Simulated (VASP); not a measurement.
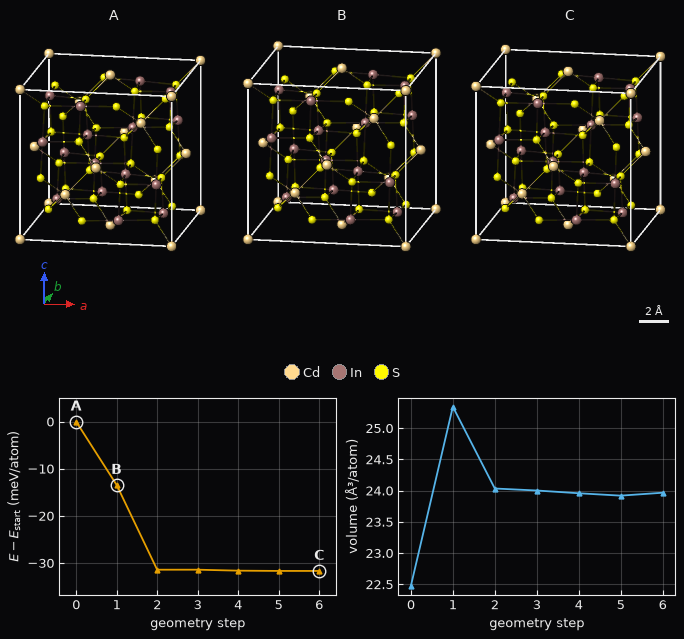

Frames of a relaxation of solid CdIn2S4 (set up in Fd-3m), marked on the history of the run. The picture is a ball-and-stick view of the conventional cell (4 times the calculation's cell), seen slightly off an axis. Lengths and directions refer to the drawn axes.

The run lets cell and atoms move.

Method: Kohn-Sham DFT of a periodic cell, PBE, VASP PAW PBE potentials, minimal (VASP).

Input
```
SYSTEM = CdIn2S4
PREC = Accurate ; ENCUT = 300
EDIFF = 1E-6 ; ISMEAR = 0
SIGMA = 0.03 ; LREAL = .False.
LASPH = .True. ; NELM = 80
ALGO = Normal ; ISIF = 3
LWAVE = .False. ; LCHARG = .False.
GGA = PE ; IBRION = 2
NSW = 90 ; EDIFFG = -0.01
```

Launched with:
```bash
cat potpaw_PBE.64/Cd/POTCAR potpaw_PBE.64/In/POTCAR potpaw_PBE.64/S/POTCAR > POTCAR
mpirun -np 4 vasp_std > vasp.out
```

Q: Describe the path.

A: The largest moves relative to the cell, 0.029 Å, are those of S atoms. In and Cd stay in place. The volume changes by +6.6 %, with a = b = c 10.797 → 11.031 Å (+2.2 %). Some distances before and after: In–S 2.586 → 2.657 Å, Cd–S 2.543 → 2.569 Å. The space group stays Fd-3m (No. 227). Over 6 geometry steps the energy falls by 31.7 meV per atom. Largest force component: 0.42 eV/Å at the start, 0.0041 eV/Å at the end. The pressure goes from 6.04 to −0.06 GPa. From step 0 to 1: S atoms move most (0.04 Å), volume +12.8 %, energy −13.4 meV per atom. From step 1 to 6: volume −5.4 %, energy −18.2 meV per atom.
